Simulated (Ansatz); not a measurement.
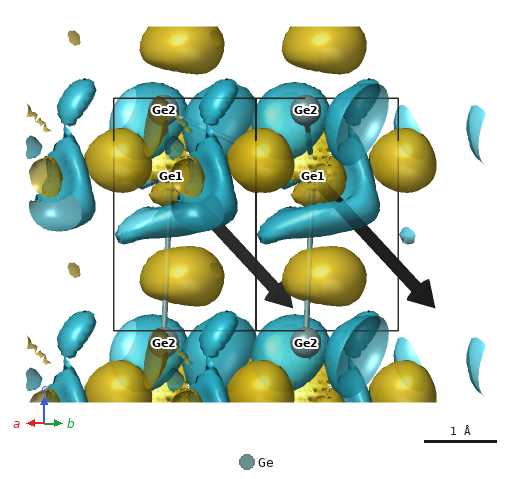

The picture shows: Ge. Ge1 was moved by 0.15 Å roughly along [−1 2 −2] in the axes of the cell drawn (arrow, not to scale). Change of the density less the rigid motion of the neutral atom's own density: yellow surfaces at +0.01 and cyan ones at −0.01 e/Å³, in the cell of the calculation (origin moved) seen along [110].

Space group Fd-3m.

Method: DFT PBEsol, scalar-relativistic, plane waves, PAW (Ansatz).

In a PAW calculation such maps are meaningful between the atoms, not at the nuclei.

Describe the electronic response.

Answer. About 0.10 e is rearranged in the cell. Outside the cores the largest gain, 0.03 e/Å³, lies 1.0 Å from a germanium nucleus, and the largest loss lies there too, on other sides.

How much does the computed force on the atom change?

Answer. The force on it changes by 1.63 eV/Å along the move, against it: a stiffness of about 11 eV/Å² for this sublattice shift.

Run times: 23 s (moved atom) and 11 s (base cell), on 2 threads of AMD EPYC 7R43 64-Core Processor (Zen 3) (shared host).
